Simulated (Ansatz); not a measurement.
# Geometry relaxation, with input and output: Li8Nb7O24 (part 1 of 3)

The run: geometry relaxation of Li8Nb7O24 (defect cell, 39 atoms in the cell). Method and program: DFT PBE, scalar-relativistic, plane waves, PAW, spin-polarised (Ansatz 0.2.0).

The structure derives from an entry of the Crystallography Open Database. The run did not end well.

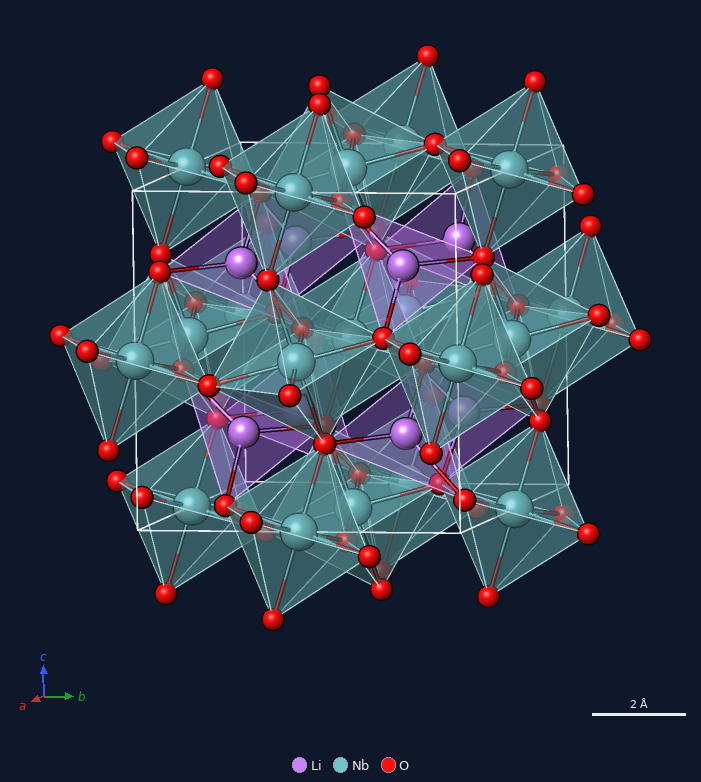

The input geometry (polyhedral view of the cell of the calculation, seen slightly off an axis; polyhedra are completed across the faces of the cell). An atom can appear more than once, as a periodic image.

## Outcome

- outcome: not converged
- hardware: 4 threads of Arm Neoverse V2, 24 GiB of memory available, shared host
- wall time: 32 min (CPU time 2.1 h)
- peak memory: 2.6 GiB

The run did not converge: “geometry relaxation did not converge after 30 steps: max|allowed force component| = 7.08e-2 eV/Å (threshold 5.0e-2). Raise `relax.max_steps` over both its present limit and 30, loosen `relax.f_tol`, or start from a geometry closer to equilibrium …” Its last values are not results.

## The input
```yaml
crystal:
  lattice:
    - [-5.1378, -2.96631, 4.499567]
    - [5.1378, -2.96631, 4.499567]
    - [0.0, 5.93262, 4.499567]
  atoms:
    - { symbol: Li, position: [0.25, 0.25, 0.25] }
    - { symbol: Li, position: [0.7449498617, 0.7502304558, 0.2550499561] }
    - { symbol: Li, position: [0.744179357, 0.2474136526, 0.7537549826] }
    - { symbol: Li, position: [0.2418407464, 0.7541915506, 0.7571790799] }
    - { symbol: Li, position: [0.7539029823, 0.2491643163, 0.2559637086] }
    - { symbol: Li, position: [0.2438710392, 0.7608137845, 0.2470772216] }
    - { symbol: Li, position: [0.248175279, 0.2494392354, 0.7443657209] }
    - { symbol: Li, position: [0.75, 0.75, 0.75] }
    - { symbol: Nb, position: [0.5, 0.5, 0.0] }
    - { symbol: Nb, position: [0.5, 0.0, 0.5] }
    - { symbol: Nb, position: [0.0, 0.5, 0.5] }
    - { symbol: Nb, position: [0.5, 0.0, 0.0] }
    - { symbol: Nb, position: [0.0, 0.5, 0.0] }
    - { symbol: Nb, position: [0.0, 0.0, 0.5] }
    - { symbol: Nb, position: [0.5, 0.5, 0.5] }
    - { symbol: O, position: [0.562825, 0.437175, 0.25] }
    - { symbol: O, position: [0.0698290812, 0.9373447725, 0.2447166009], spin: 0.5 }
    - { symbol: O, position: [0.062825, 0.437175, 0.75] }
    - { symbol: O, position: [0.562825, 0.937175, 0.75] }
    - { symbol: O, position: [0.75, 0.062825, 0.437175] }
    - { symbol: O, position: [0.25, 0.562825, 0.437175] }
    - { symbol: O, position: [0.2445845503, 0.067204905, 0.9473339973], spin: 0.5 }
    - { symbol: O, position: [0.75, 0.562825, 0.937175] }
    - { symbol: O, position: [0.9396087497, 0.2533714884, 0.0658798323], spin: 0.5 }
    - { symbol: O, position: [0.437175, 0.75, 0.062825] }
    - { symbol: O, position: [0.437175, 0.25, 0.562825] }
    - { symbol: O, position: [0.937175, 0.75, 0.562825] }
    - { symbol: O, position: [0.25, 0.437175, 0.062825] }
    - { symbol: O, position: [0.7550746639, 0.9327607939, 0.0616951459], spin: 0.5 }
    - { symbol: O, position: [0.75, 0.437175, 0.562825] }
    - { symbol: O, position: [0.25, 0.937175, 0.562825] }
    - { symbol: O, position: [0.437175, 0.062825, 0.25] }
    - { symbol: O, position: [0.937175, 0.562825, 0.25] }
    - { symbol: O, position: [0.9340676019, 0.0581738416, 0.75186237], spin: 0.5 }
    - { symbol: O, position: [0.437175, 0.562825, 0.75] }
    - { symbol: O, position: [0.062825, 0.25, 0.437175] }
    - { symbol: O, position: [0.562825, 0.75, 0.437175] }
    - { symbol: O, position: [0.562825, 0.25, 0.937175] }
    - { symbol: O, position: [0.0675730406, 0.7400501944, 0.9385256702], spin: 0.5 }
magnetization:
  spin_polarized: true
basis:
  ecutwfc: 420
  fft_grid_basis: typed
kpoints:
  mp_grid: { grid: [3, 3, 3] }
hamiltonian:
  xc: pbe
  pseudopotentials: { kind: paw }
scf:
  occupations: { method: gaussian, width: 0.05 }
output:
  forces: true
  stress: false
  eigenvalues: false
  bader: false
  write_density: false
  volumetric_format: npy
  populations: true
relax:
  adjacent_minimum: "off"
  max_steps: 30
  f_tol: 0.05
```

Launch command:
```bash
ansatz run input.yaml --threads 4 --pin off --max-ram 10240MiB --backend cpu --events-out ev --progress --plain --runs-dir out
```

## The program's output
```
settings of this run that can trade accuracy for cost: output.eigenvalues: false. Do not mix this run's numbers with those of runs without the same settings; the input reference describes each key
Engine: ansatz 0.2.0, aarch64-unknown-linux-gnu
Pseudopotentials: kind: paw
Pseudopotential: Li, paw, valence charge 3, recommended cutoff 420 eV (normal), Li.paw.azcp
Pseudopotential: Nb, paw, valence charge 13, recommended cutoff 420 eV (normal), Nb.paw.azcp
Pseudopotential: O, paw, valence charge 6, recommended cutoff 420 eV (normal), O.paw.azcp
Functional definition: PBE
  parameter kappa = 0.804
  parameter beta = 0.06672455060314922
  exchange = pbe_x(kappa = kappa, mu = beta*pi^2/3)
  correlation = pbe_c(beta = beta)
Crystal: 39 atoms, lattice volume = 411.449 Å³
Basis set: ecut = 420 eV, 8037 PW (Γ), exchange–correlation on 100×100×100 points (8 copies of the dense FFT grid, shifted against one another)
Bands: 170, of which v1, the nominal top of the filled ones, is band 130 counted from 1 (129 counted from 0)
Symmetry: 1 space group operations
Space group: P1 (ITA 1), of the structure as read, at distance tolerance 7.4e-5 Å
Magnetic group: BNS 1.1 (UNI 1), of the structure as read, at distance tolerance 7.4e-5 Å
k-points: 14 of 27 (time reversal used)
Non-local potential: Li, projectors of the file, l = 0: 3, l = 1: 2, l = 2: 1
Non-local potential: Nb, projectors of the file, l = 0: 3, l = 1: 2, l = 2: 2, l = 3: 1
Non-local potential: O, projectors of the file, l = 0: 2, l = 1: 2, l = 2: 1
PAW form: soft (Blöchl's): semilocal exchange-correlation on the pseudo side does not see the compensation charge
PAW one-centre angular grid: Li, 110 points (default); XC on 64 Gauss nodes
PAW one-centre angular grid: Nb, 590 points (default); XC on 64 Gauss nodes
PAW one-centre angular grid: O, 110 points (default); XC on 64 Gauss nodes
Initial density: superposition of atomic densities (chi_scale 0.1, normalization cell, long waves kept (reshape's long-wave potential 0.38 eV rms))
Starting moments: Σ|m| = 3 μB on 6 of 39 sites
Initial wavefunctions: pseudopotential atomic-orbital guess
Functional: x = pbe(κ = 0.804, μ = 0.2195149727645171), c = pbe(β = 0.06672455060314922)
SCF iter   1: F=—  HF=-47154.409456 eV  |F-HF|=—  |Δ(HF+E_count)|=         —  Δρ=5.47e-2 (↑5.03e-2 ↓5.47e-2)  dr2=5.15e1  dr2_m=2.23e-1  M=3.425 μB ∫|m|=3.644 μB  β_m=0.30  ethr=3.10e-3  ⟨swp⟩=5.3  Hψ=16284  notcnv=0  defer=539
Mixer restart at iter 1: flushing history
preconditioner: auto → Kerker (q_TF=auto, 2.526 Å⁻¹)  [metal: Δε(μ)=0.006 eV  Ē_g=12.435 eV  σ=0.050 eV  W_gap=0.06  n_scr=98 (ndim 8)  ℏωp=25.0 eV  f_vac=0.000  D(μ)=15.43/eV (n_scr^D=122)]
spin=Collinear: Kerker preconditioning applied to the charge; magnetization (m = ρ↑ − ρ↓) channel mixes plain (no charge-response kernel on spin).
SCF iter   2: F=—  HF=-47145.877383 eV  |F-HF|=—  |Δ(HF+E_count)|=    8.53e0  Δρ=3.15e-2 (↑2.64e-2 ↓3.15e-2)  dr2=1.69e1  dr2_m=3.68e-1  M=4.146 μB ∫|m|=4.312 μB  β_m=0.44  ethr=3.10e-3  ⟨swp⟩=2.6  Hψ=8020  notcnv=0  defer=927
SCF iter   3: F=—  HF=-47144.606780 eV  |F-HF|=—  |Δ(HF+E_count)|=    1.27e0  Δρ=1.68e-2 (↑1.68e-2 ↓1.53e-2)  dr2=3.88e0  dr2_m=2.88e-1  M=5.000 μB ∫|m|=5.207 μB  β_m=0.72  ethr=3.10e-3  ⟨swp⟩=2.9  Hψ=8173  notcnv=0  defer=935
SCF iter   4: F=—  HF=-47145.620823 eV  |F-HF|=—  |Δ(HF+E_count)|=    1.01e0  Δρ=5.59e-3 (↑5.59e-3 ↓3.87e-3)  dr2=4.29e-1  dr2_m=3.27e-2  M=5.000 μB ∫|m|=5.519 μB  β_m=0.73  ethr=1.50e-3  ⟨swp⟩=2.5  Hψ=7947  notcnv=0  defer=940
SCF iter   5: F=—  HF=-47145.622117 eV  |F-HF|=—  |Δ(HF+E_count)|=   1.29e-3  Δρ=2.61e-3 (↑2.50e-3 ↓2.61e-3)  dr2=2.03e-1  dr2_m=1.23e-2  M=5.000 μB ∫|m|=5.545 μB  β_m=0.87  ethr=1.65e-4  ⟨swp⟩=2.0  Hψ=5241  notcnv=0  defer=940
SCF iter   6: F=—  HF=-47145.620446 eV  |F-HF|=—  |Δ(HF+E_count)|=         —  Δρ=2.59e-3 (↑1.88e-3 ↓2.59e-3)  dr2=1.09e-1  dr2_m=2.85e-3  M=5.000 μB ∫|m|=5.557 μB  β_m=0.87  ethr=7.85e-5  ⟨swp⟩=2.0  Hψ=6735  notcnv=0  defer=940
Mixer restart at iter 6: flushing history
SCF iter   7: F=—  HF=-47145.619230 eV  |F-HF|=—  |Δ(HF+E_count)|=   1.22e-3  Δρ=2.61e-3 (↑1.91e-3 ↓2.61e-3)  dr2=9.46e-2  dr2_m=1.44e-3  M=5.000 μB ∫|m|=5.551 μB  β_m=0.69  ethr=4.20e-5  ⟨swp⟩=2.2  Hψ=7716  notcnv=0  defer=934
SCF iter   8: F=—  HF=-47145.607149 eV  |F-HF|=—  |Δ(HF+E_count)|=   1.21e-2  Δρ=7.03e-4 (↑5.35e-4 ↓7.03e-4)  dr2=2.66e-2  dr2_m=2.62e-4  M=5.000 μB ∫|m|=5.551 μB  β_m=0.84  ethr=3.65e-5  ⟨swp⟩=2.2  Hψ=7132  notcnv=0  defer=923
SCF iter   9: F=—  HF=-47145.605538 eV  |F-HF|=—  |Δ(HF+E_count)|=   1.61e-3  Δρ=9.28e-4 (↑6.33e-4 ↓9.28e-4)  dr2=1.16e-2  dr2_m=3.71e-4  M=5.000 μB ∫|m|=5.549 μB  β_m=0.73  ethr=1.03e-5  ⟨swp⟩=2.0  Hψ=6508  notcnv=0  defer=925
SCF iter  10: F=—  HF=-47145.603981 eV  |F-HF|=—  |Δ(HF+E_count)|=   1.56e-3  Δρ=4.09e-4 (↑2.94e-4 ↓4.09e-4)  dr2=2.44e-3  dr2_m=1.78e-4  M=5.000 μB ∫|m|=5.549 μB  β_m=0.80  ethr=4.49e-6  ⟨swp⟩=2.0  Hψ=6795  notcnv=0  defer=926
SCF iter  11: F=—  HF=-47145.603569 eV  |F-HF|=—  |Δ(HF+E_count)|=   4.11e-4  Δρ=2.23e-4 (↑1.48e-4 ↓2.23e-4)  dr2=5.38e-4  dr2_m=4.83e-5  M=5.000 μB ∫|m|=5.551 μB  β_m=0.83  ethr=9.43e-7  ⟨swp⟩=2.0  Hψ=6655  notcnv=0  defer=928
SCF iter  12: F=—  HF=-47145.603625 eV  |F-HF|=—  |Δ(HF+E_count)|=   5.61e-5  Δρ=1.96e-4 (↑1.14e-4 ↓1.96e-4)  dr2=2.77e-4  dr2_m=3.02e-5  M=5.000 μB ∫|m|=5.552 μB  β_m=0.74  ethr=2.08e-7  ⟨swp⟩=2.0  Hψ=6907  notcnv=0  defer=928
SCF iter  13: F=—  HF=-47145.603628 eV  |F-HF|=—  |Δ(HF+E_count)|=   2.76e-6  Δρ=7.19e-5 (↑3.36e-5 ↓7.19e-5)  dr2=2.88e-5  dr2_m=6.60e-6  M=5.000 μB ∫|m|=5.552 μB  β_m=0.86  ethr=1.07e-7  ⟨swp⟩=2.0  Hψ=6817  notcnv=0  defer=928
SCF iter  14: F=-47145.603611 eV  HF=-47145.603635 eV  |F-HF|=2.34e-5  |Δ(HF+E_count)|=   6.78e-6  Δρ=6.12e-5 (↑2.12e-5 ↓6.12e-5)  dr2=2.82e-5  dr2_m=2.50e-6  M=5.000 μB ∫|m|=5.553 μB  ethr=1.11e-8  ⟨swp⟩=1.0  Hψ=11986  notcnv=0
SCF 1 converged in 14 iterations: F = -47145.603611 eV  dr2 = 2.82e-5
  greatest PAW one-centre occupation: 1.000 electrons in one spin orbital (limit 2), on the Li atom at site 5 (counted from 0), in its partial waves of l = 0
relax step   1: F+E_penalty+E_count = -47145.60361139 eV  Δ(F+E_penalty+E_count) = +0.000e0 eV  max|allowed force component| = 7.828e-1 eV/Å  Δτ_max = 0.0000 Å  (14 SCF iters, dr2 threshold 6.25e-5 eV, accepted)
Initial density: handed on by an earlier stage of this run
Starting moments: Σ|m| = 3 μB on 6 of 39 sites; this step starts from the density that it was given
Initial wavefunctions: those handed on with the density
iter 1 solved again at ethr=3.58e-5 eV; its pass at ethr=3.10e-3 eV (dr2=9.27e-2 eV) is discarded
SCF iter   1: F=—  HF=-47145.846476 eV  |F-HF|=—  |Δ(HF+E_count)|=         —  Δρ=5.06e-3 (↑2.40e-3 ↓5.06e-3)  dr2=9.50e-2  dr2_m=2.96e-2  M=5.000 μB ∫|m|=5.531 μB  β_m=0.65  ethr=3.58e-5  ⟨swp⟩=1.2  Hψ=12260  notcnv=0  defer=931
preconditioner: auto → Kerker (q_TF=auto, 2.342 Å⁻¹)  [metal: Δε(μ)=0.006 eV  Ē_g=11.817 eV  σ=0.050 eV  W_gap=0.07  n_scr=86 (ndim 8)  ℏωp=25.0 eV  f_vac=0.008  D(μ)=16.68/eV (n_scr^D=134)]
spin=Collinear: Kerker preconditioning applied to the charge; magnetization (m = ρ↑ − ρ↓) channel mixes plain (no charge-response kernel on spin).
SCF iter   2: F=—  HF=-47145.876770 eV  |F-HF|=—  |Δ(HF+E_count)|=   3.03e-2  Δρ=2.20e-3 (↑1.40e-3 ↓2.20e-3)  dr2=3.05e-2  dr2_m=6.51e-3  M=5.000 μB ∫|m|=5.541 μB  β_m=0.64  ethr=3.58e-5  ⟨swp⟩=2.0  Hψ=7131  notcnv=0  defer=931
SCF iter   3: F=—  HF=-47145.879572 eV  |F-HF|=—  |Δ(HF+E_count)|=         —  Δρ=1.05e-3 (↑6.34e-4 ↓1.05e-3)  dr2=1.52e-2  dr2_m=1.00e-3  M=5.000 μB ∫|m|=5.556 μB  β_m=0.64  ethr=1.18e-5  ⟨swp⟩=2.1  Hψ=6914  notcnv=0  defer=931
Mixer restart at iter 3: flushing history
SCF iter   4: F=—  HF=-47145.878695 eV  |F-HF|=—  |Δ(HF+E_count)|=   8.77e-4  Δρ=5.51e-4 (↑3.93e-4 ↓5.51e-4)  dr2=6.06e-3  dr2_m=2.77e-4  M=5.000 μB ∫|m|=5.560 μB  β_m=0.74  ethr=5.88e-6  ⟨swp⟩=2.0  Hψ=6584  notcnv=0  defer=931
SCF iter   5: F=—  HF=-47145.878251 eV  |F-HF|=—  |Δ(HF+E_count)|=   4.44e-4  Δρ=3.68e-4 (↑2.91e-4 ↓3.68e-4)  dr2=3.28e-3  dr2_m=8.04e-5  M=5.000 μB ∫|m|=5.562 μB  β_m=0.75  ethr=2.34e-6  ⟨swp⟩=2.0  Hψ=6793  notcnv=0  defer=931
SCF iter   6: F=—  HF=-47145.877877 eV  |F-HF|=—  |Δ(HF+E_count)|=   3.74e-4  Δρ=2.36e-4 (↑1.54e-4 ↓2.36e-4)  dr2=5.73e-4  dr2_m=7.23e-5  M=5.000 μB ∫|m|=5.563 μB  β_m=0.87  ethr=1.27e-6  ⟨swp⟩=2.0  Hψ=6782  notcnv=0  defer=931
SCF iter   7: F=—  HF=-47145.877878 eV  |F-HF|=—  |Δ(HF+E_count)|=   1.05e-6  Δρ=1.16e-4 (↑8.19e-5 ↓1.16e-4)  dr2=1.71e-4  dr2_m=1.31e-5  M=5.000 μB ∫|m|=5.562 μB  β_m=0.91  ethr=2.21e-7  ⟨swp⟩=2.0  Hψ=7029  notcnv=0  defer=931
SCF iter   8: F=—  HF=-47145.877892 eV  |F-HF|=—  |Δ(HF+E_count)|=   1.39e-5  Δρ=7.28e-5 (↑4.77e-5 ↓7.28e-5)  dr2=4.91e-5  dr2_m=8.03e-6  M=5.000 μB ∫|m|=5.561 μB  β_m=0.96  ethr=6.59e-8  ⟨swp⟩=2.0  Hψ=7212  notcnv=0  defer=931
SCF iter   9: F=—  HF=-47145.877893 eV  |F-HF|=—  |Δ(HF+E_count)|=   1.54e-6  Δρ=4.92e-5 (↑3.65e-5 ↓4.92e-5)  dr2=2.58e-5  dr2_m=1.16e-6  M=5.000 μB ∫|m|=5.560 μB  β_m=0.91  ethr=1.90e-8  ⟨swp⟩=2.0  Hψ=7224  notcnv=0  defer=931
SCF iter  10: F=—  HF=-47145.877893 eV  |F-HF|=—  |Δ(HF+E_count)|=   1.12e-7  Δρ=7.98e-5 (↑2.24e-5 ↓7.98e-5)  dr2=4.20e-5  dr2_m=5.45e-6  M=5.000 μB ∫|m|=5.560 μB  β_m=0.84  ethr=9.97e-9  ⟨swp⟩=2.0  Hψ=7264  notcnv=0  defer=931
SCF iter  11: F=-47145.877862 eV  HF=-47145.877892 eV  |F-HF|=2.98e-5  |Δ(HF+E_count)|=   1.06e-6  Δρ=6.87e-5 (↑1.09e-5 ↓6.87e-5)  dr2=3.37e-5  dr2_m=3.73e-6  M=5.000 μB ∫|m|=5.560 μB  ethr=9.97e-9  ⟨swp⟩=1.4  Hψ=9681  notcnv=0
SCF 2 converged in 11 iterations: F = -47145.877862 eV  dr2 = 3.37e-5
relax step   2: F+E_penalty+E_count = -47145.87786231 eV  Δ(F+E_penalty+E_count) = -2.743e-1 eV  max|allowed force component| = 4.235e-1 eV/Å  Δτ_max = 0.0663 Å  (11 SCF iters, dr2 threshold 3.83e-5 eV, accepted)
[... from here on the SCF iterations and repeated set-up lines of each step are left out, up to the last step ...]
SCF 3 converged in 12 iterations: F = -47146.201669 eV  dr2 = 4.12e-6
relax step   3: F+E_penalty+E_count = -47146.20166909 eV  Δ(F+E_penalty+E_count) = -3.238e-1 eV  max|allowed force component| = 3.474e-1 eV/Å  Δτ_max = 0.1950 Å  (12 SCF iters, dr2 threshold 1.12e-5 eV, accepted)
SCF 4 converged in 10 iterations: F = -47146.443869 eV  dr2 = 1.87e-5
relax step   4: F+E_penalty+E_count = -47146.44386912 eV  Δ(F+E_penalty+E_count) = -2.422e-1 eV  max|allowed force component| = 4.120e-1 eV/Å  Δτ_max = 0.1953 Å  (10 SCF iters, dr2 threshold 3.53e-5 eV, accepted)
SCF 5 converged in 10 iterations: F = -47146.683765 eV  dr2 = 5.92e-5
relax step   5: F+E_penalty+E_count = -47146.68376470 eV  Δ(F+E_penalty+E_count) = -2.399e-1 eV  max|allowed force component| = 3.769e-1 eV/Å  Δτ_max = 0.1951 Å  (10 SCF iters, dr2 threshold 1.00e-4 eV, accepted)
SCF 6 converged in 10 iterations: F = -47146.894146 eV  dr2 = 2.13e-5
relax step   6: F+E_penalty+E_count = -47146.89414555 eV  Δ(F+E_penalty+E_count) = -2.104e-1 eV  max|allowed force component| = 2.631e-1 eV/Å  Δτ_max = 0.1965 Å  (10 SCF iters, dr2 threshold 1.00e-4 eV, accepted)
SCF 7 converged in 9 iterations: F = -47147.002025 eV  dr2 = 3.25e-5
relax step   7: F+E_penalty+E_count = -47147.00202469 eV  Δ(F+E_penalty+E_count) = -1.079e-1 eV  max|allowed force component| = 2.955e-1 eV/Å  Δτ_max = 0.2000 Å  (9 SCF iters, dr2 threshold 3.37e-5 eV, accepted)
SCF 8 converged in 10 iterations: F = -47147.025882 eV  dr2 = 5.70e-6
```
